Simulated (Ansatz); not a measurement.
Run report: Al$_{3}$Ru$_{2}$, single-point calculation

System: Al$_{3}$Ru$_{2}$ (I4/mmm, 5 atoms in the cell).
Method: DFT r2SCAN, scalar-relativistic, plane waves, PAW, no spin polarisation (Ansatz 0.2.0).

The structure derives from a Materials Project entry. Figures and captions count atoms from 1; the log counts them from 0 in places.

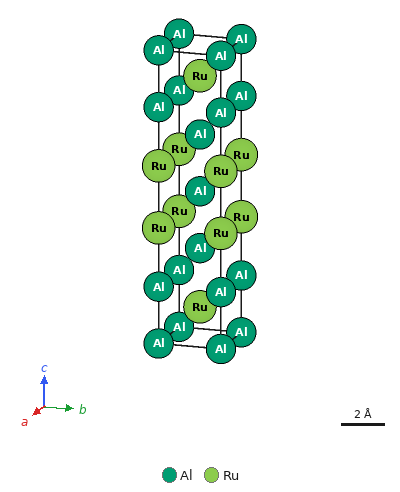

Figure 1. The input geometry (spheres-only view of the cell 2 times as large as that of the calculation, set on its symmetry axes, seen slightly off an axis). An atom can appear more than once, as a periodic image.

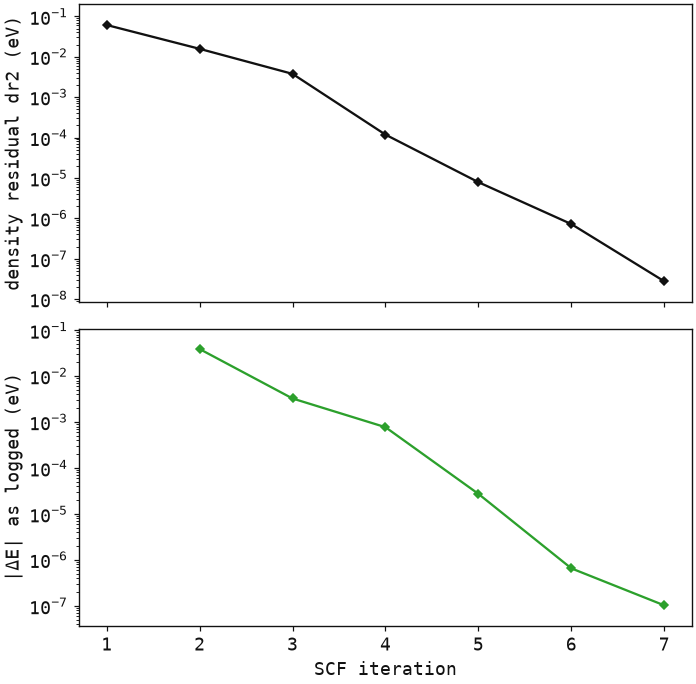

Figure 2. Convergence of the self-consistent field: density residual dr2 and size of the energy change against the SCF iteration. The residual falls at every step.

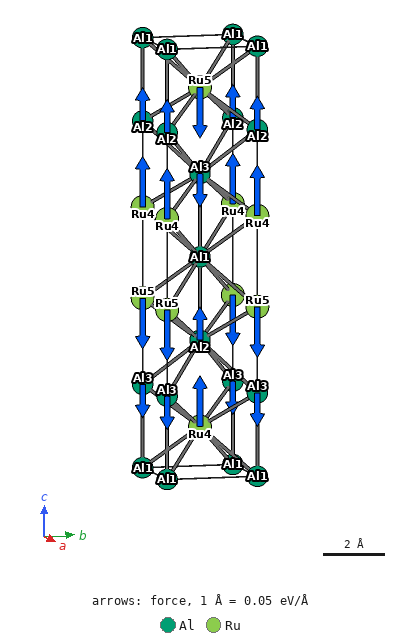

Figure 3. Forces on the atoms as blue arrows (ball-and-stick view of the cell 2 times as large as that of the calculation, set on its symmetry axes, seen slightly off an axis; atoms are numbered from 1 in the order of the input). The largest act on Ru4, Ru5 (0.09 eV/Å); Al2, Al3 (0.06 eV/Å). The geometry is not a stationary point of this energy.

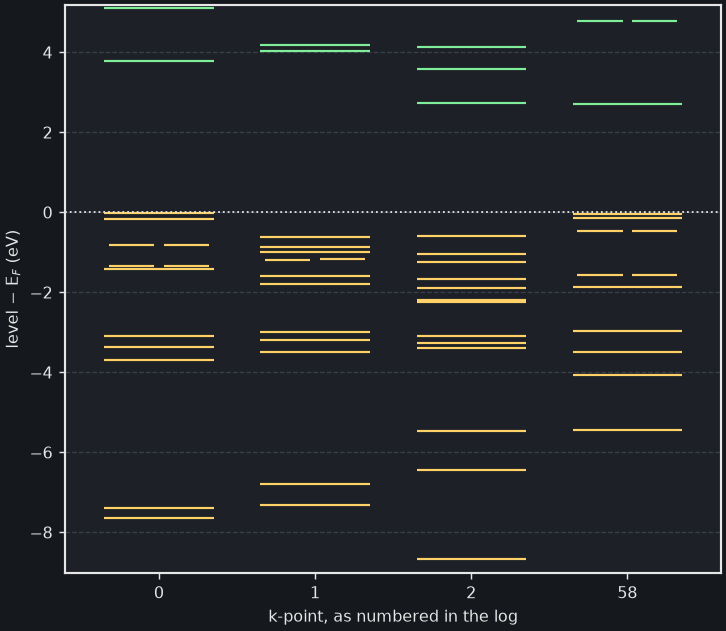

Figure 4. Kohn–Sham levels near the Fermi level (dotted) at the few k-points that the log prints; levels within 0.02 eV of each other stand side by side. The system is metallic on the full mesh.

The input and output of the run follow.

## Input
```yaml
crystal:
  lattice:
    - [-1.538900875, 1.538900875, 7.14310203]
    - [1.538900875, -1.538900875, 7.14310203]
    - [1.538900875, 1.538900875, -7.14310203]
  atoms:
    - { symbol: Al, position: [0.0, 0.0, 0.0] }
    - { symbol: Al, position: [0.80618462, 0.80618462, 0.0] }
    - { symbol: Al, position: [0.19381538, 0.19381538, 0.0] }
    - { symbol: Ru, position: [0.60586857, 0.60586857, 0.0] }
    - { symbol: Ru, position: [0.39413143, 0.39413143, 0.0] }
basis:
  ecutwfc: 500
kpoints:
  mp_grid: { grid: [8, 8, 8] }
hamiltonian:
  xc: r2scan
scf:
  occupations: { method: gaussian, width: 0.1 }
output:
  forces: true
  stress: true
  eigenvalues: true
```

Launched with:
```bash
ansatz run input.yaml --threads 1 --pin off --max-ram 2560MiB --backend cpu --events-out ev --progress --plain --runs-dir out
```

## What the program printed
```
basis.fft_grid_basis auto: the FFT boxes are laid along the combinations [[1, 0, 1], [0, 1, 1], [0, 0, 1]] of the cell's own vectors, 3.078, 3.078 and 7.467 Å long. The dense box has 24×24×60 points. Along the cell's own vectors, as sized, it would have 60×60×60, 6.25 times as many. Of the 16 symmetry operations that the crystal satisfies within crystal.symmetry.tolerance (time reversal apart; of a slab, those that keep its plane) the dense box along the cell's own vectors carries 16, and the one as laid loses 12 of those. basis.fft_grid_basis: typed keeps the cell's own vectors: state it where this run's energies or levels are differenced outside the engine with another run's, or held beside a run that keeps those vectors.
Engine: ansatz 0.2.0, x86_64-unknown-linux-gnu
Pseudopotentials: kind: paw
Pseudopotential: Al, paw, valence charge 3, recommended cutoff 500 eV (meta_gga), Al.paw.azcp
Pseudopotential: Ru, paw, valence charge 16, recommended cutoff 500 eV (meta_gga), Ru.paw.azcp
Functional definition: r2SCAN
  parameter k0 = 0.174
  parameter k1 = 0.065
  parameter a1 = 4.9479
  exchange = r2scan_x(k0 = k0, k1 = k1, a1 = a1)
  correlation = r2scan_c
Crystal: 5 atoms, lattice volume = 67.666 Å³
Basis set: ecut = 500 eV, 1735 PW (Γ), FFT grids on a1+a3, a2+a3, a3, exchange–correlation on 96×96×240 points (64 copies of the dense FFT grid, shifted against one another)
Bands: 26, of which v1, the nominal top of the filled ones, is band 21 counted from 1 (20 counted from 0)
Symmetry: 16 space group operations
Space group: I4/mmm (ITA 139), of the structure as read, at distance tolerance 4.1e-5 Å
k-points: 59 of 512
Non-local potential: Al, projectors of the file, l = 0: 2, l = 1: 2, l = 2: 1
Non-local potential: Ru, projectors of the file, l = 0: 3, l = 1: 2, l = 2: 2, l = 3: 1
PAW form: soft (Blöchl's): semilocal exchange-correlation on the pseudo side does not see the compensation charge
PAW frozen core: Al, regenerated for the run's functional (the file was generated under x = pbe(κ = 0.804, μ = 0.2195149727645171), c = pbe(β = 0.06672455060314922))
PAW frozen core: Ru, regenerated for the run's functional (the file was generated under x = pbe(κ = 0.804, μ = 0.2195149727645171), c = pbe(β = 0.06672455060314922))
PAW one-centre angular grid: Al, 302 points (default); XC on 160 Gauss nodes
PAW one-centre angular grid: Ru, 590 points (default); XC on 160 Gauss nodes
Initial density: superposition of atomic densities (neutral atoms: chi_scale 0, normalization atom), corrected by the library's trained network
Initial wavefunctions: pseudopotential atomic-orbital guess
Functional: x = r2scan, c = r2scan; τ floored in thin density (d = 2e-4 eV/Å³)
SCF iter   1: F=—  HF=-13406.446563 eV  |F-HF|=—  |Δ(HF+E_count)|=         —  Δρ=8.26e-3  dr2=6.11e-2  dr2_τ=6.02e-2  ethr=1.77e-3  ⟨swp⟩=6.5  Hψ=7234  notcnv=0
preconditioner: auto → Resta (q_TF=auto, 2.510 Å⁻¹)  ε∞=11.2  [insulator: Δε(μ)=0.178 eV  Ē_g=7.061 eV  σ=0.100 eV  W_gap=0.69  n_scr=20 (ndim 8)  ℏωp=22.6 eV  f_vac=0.000  D(μ)=1.16/eV (n_scr^D=4)  ε∞_Penn≈11.2]
SCF iter   2: F=—  HF=-13406.485415 eV  |F-HF|=—  |Δ(HF+E_count)|=   3.89e-2  Δρ=5.15e-3  dr2=1.57e-2  dr2_τ=1.31e-3  ethr=1.49e-4  ⟨swp⟩=2.0  Hψ=2982  notcnv=0  defer=72
SCF iter   3: F=—  HF=-13406.482154 eV  |F-HF|=—  |Δ(HF+E_count)|=   3.26e-3  Δρ=1.84e-3  dr2=3.77e-3  dr2_τ=4.56e-4  ethr=3.84e-5  ⟨swp⟩=2.9  Hψ=2657  notcnv=0  defer=14
automatic band count: iteration 3 solves 25 bands in place of 26: the levels show a gap, and the empty bands left out lie too high to hold charge; the band table lists the bands solved (type scf.n_extra_bands for more)
SCF iter   4: F=—  HF=-13406.481381 eV  |F-HF|=—  |Δ(HF+E_count)|=   7.73e-4  Δρ=4.66e-4  dr2=1.18e-4  dr2_τ=7.03e-6  ethr=9.20e-6  ⟨swp⟩=2.3  Hψ=2079  notcnv=0  defer=14
SCF iter   5: F=—  HF=-13406.481354 eV  |F-HF|=—  |Δ(HF+E_count)|=   2.73e-5  Δρ=1.14e-4  dr2=7.85e-6  dr2_τ=3.95e-7  ethr=2.87e-7  ⟨swp⟩=2.4  Hψ=2391  notcnv=0  defer=14
SCF iter   6: F=—  HF=-13406.481355 eV  |F-HF|=—  |Δ(HF+E_count)|=   6.52e-7  Δρ=2.95e-5  dr2=7.21e-7  dr2_τ=3.59e-8  ethr=1.91e-8  ⟨swp⟩=1.5  Hψ=1814  notcnv=0  defer=14
SCF iter   7: F=-13406.481355 eV  HF=-13406.481355 eV  |F-HF|=5.42e-9  |Δ(HF+E_count)|=   1.02e-7  Δρ=6.70e-6  dr2=2.76e-8  dr2_τ=8.90e-10  ethr=2.44e-10  ⟨swp⟩=5.5  Hψ=6021  notcnv=0
SCF 1 converged in 7 iterations: F = -13406.481355 eV  dr2 = 2.76e-8
  greatest PAW one-centre occupation: 0.998 electrons in one spin orbital (limit 2), on the Ru atom at site 4 (counted from 0), in its partial waves of l = 1
SCF converged after 7 iterations
Free energy (F): -13406.481355 eV
Harris-Foulkes:  -13406.481355 eV  (|F-HF|=5.42e-9)
Internal energy: -13406.474859 eV  (E = F + TS)
E sigma→0 (E₀):  -13406.478107 eV
Entropy (-TS):   -0.006495 eV (-1.299 meV/atom)
Fermi energy:    14.514457 eV
--- Per-component energies (eV) ---
  E_band       = -298.569603
  E_kinetic    = 1112.163561
  E_local      = -4084.365744  (includes V_loc(G=0)·N_el)
  E_nonlocal   = 716.675709
  E_hartree    = 1510.433451
  E_xc         = -484.051047
  E_vxc        = -636.114979  (∫ρ·V_xc dr)
  E_paw        = -8379.577620  (= ΣΔE_a)
  E_vpaw       = -470.341910  (= ΣTr[D̂ρ^β])
  E_aug_tail   = 0.000177  (compensation charges beyond the density's cutoff)
  E_vtau       = 42.542524  (kinetic-family band-sum trace: ∫τ·v_τ [+ j·A + Jᵃ·Aᵃ] dr)
  E_ewald      = -3796.951110
  E_core_change = -0.802235  (= ΣΔE_core)
  E_smearing   = -0.006495  (= −TS)
  E_closure    = 0.000000  (closes the sum)
  Σ components = -13406.481355   (vs F -13406.481355, Δ=0.00e0)
--- Forces (eV/Å), atoms counted from 1 ---
  atom   1  Al    -0.00000000     0.00000000    -0.00000000
  atom   2  Al     0.00000000    -0.00000000     0.05678707
  atom   3  Al     0.00000000     0.00000000    -0.05678707
  atom   4  Ru     0.00000000     0.00000000     0.08554880
  atom   5  Ru     0.00000000     0.00000000    -0.08554880
  max |Σ_I F_I| component: 1.39e-17 eV/Å
--- Stress (GPa, compression-positive) ---
        0.039090       0.000000       0.000000
        0.000000       0.039090      -0.000000
        0.000000      -0.000000      -0.777064
  P = ⅓ Tr σ = -0.2330 GPa (-2.330 kbar)
--- Band table (eV; the first three rows and the last of 59) ---
  k-point 0: bands = ["-59.3535", "-59.3460", "-28.6573", "-28.5709", "-28.5709", "-28.5622", "-28.5622", "-28.5554", "3.7493", "6.8646", "7.1148", "10.8188", "11.1359", "11.4176", "13.1026", "13.1717", "13.1717", "13.7066", "13.7066", "14.3492", "14.4903", "18.2997", "19.6288", "20.4374", "20.4374"]
  k-point 1: bands = ["-59.3500", "-59.3425", "-28.6512", "-28.5950", "-28.5931", "-28.5856", "-28.5841", "-28.5506", "4.3026", "7.2024", "7.7114", "11.0266", "11.3223", "11.5152", "12.7098", "12.9114", "13.3261", "13.3441", "13.5100", "13.6554", "13.9050", "18.5412", "18.7053", "19.7189", "19.8504"]
  k-point 2: bands = ["-59.3414", "-59.3341", "-28.6504", "-28.6465", "-28.6396", "-28.6370", "-28.6367", "-28.5393", "5.8393", "8.0680", "9.0528", "11.1260", "11.2410", "11.4228", "12.2734", "12.3267", "12.6116", "12.8555", "13.2691", "13.4626", "13.9296", "17.2542", "18.0873", "18.6416", "19.7487"]
  k-point 58: bands = ["-59.3535", "-59.3460", "-28.6553", "-28.5710", "-28.5710", "-28.5621", "-28.5621", "-28.5574", "4.2299", "5.1303", "9.0788", "10.4473", "11.0297", "11.5459", "12.6508", "12.9428", "12.9428", "14.0569", "14.0569", "14.3656", "14.4731", "17.2090", "19.2969", "19.2969", "20.5416"]
```

## Results in brief

| quantity | value |
| --- | --- |
| outcome | converged |
| space group (tolerance 0.01 Å) | I4/mmm (139) |
| electrons treated | 41 |
| free energy | −13406.4814 eV |
| Fermi energy | 14.514 eV |
| gap on the k-point mesh | none (metallic) |
| pressure | −0.23 GPa |
| largest force (length of the vector) | 0.086 eV/Å |
| hardware | 1 thread of AMD EPYC (Zen 3), 189 GiB of memory available, shared host |
| wall time | 28 s |
| peak memory | 0.56 GiB |
